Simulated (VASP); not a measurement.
Consider NaI.

```
Na I
1.0
     4.18600   -4.18600    0.00000
     0.00000    4.18600   -4.18600
     3.78587    3.78587    3.78587
Na I
3 3
Direct
  0.00000 0.00000 0.00000
  0.66667 0.33333 0.33333
  0.33333 0.66667 0.66667
  0.33333 0.66667 0.16667
  0.00000 0.00000 0.50000
  0.66667 0.33333 0.83333
```

Space group R-3m; a generated structure, not necessarily the stable one; changed on purpose from its base cell (epitaxial 111 strain +3.6%).

Computed with Kohn-Sham DFT of a periodic cell, HSE06, VASP PAW PBE potentials, recommended in VASP 6.6.1.

What will maps of the valence pseudo-density and electron localisation function show?

Answer. Na–I (3.28 Å): ρ at the midpoint is about 0.12 e/Å³, with its minimum of 0.05 e/Å³ about 1.2 Å from Na; the ELF is about 0.70 at the midpoint; an ionic contact with no shared pair.

Does the calculation give a band gap?

Answer. It is gapped, with a Kohn–Sham gap of 3.3 eV on the k-point mesh, an upper bound to the gap of this method.

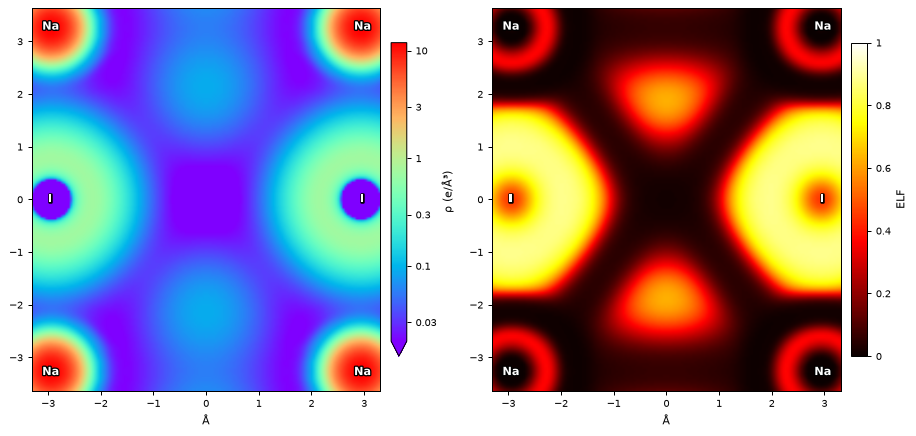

Computed valence pseudo-density and electron localisation function on the (100) plane of the conventional cell, in this order. 

The density is the valence pseudo-density of a PAW calculation; it isn't the true density close to the nuclei.
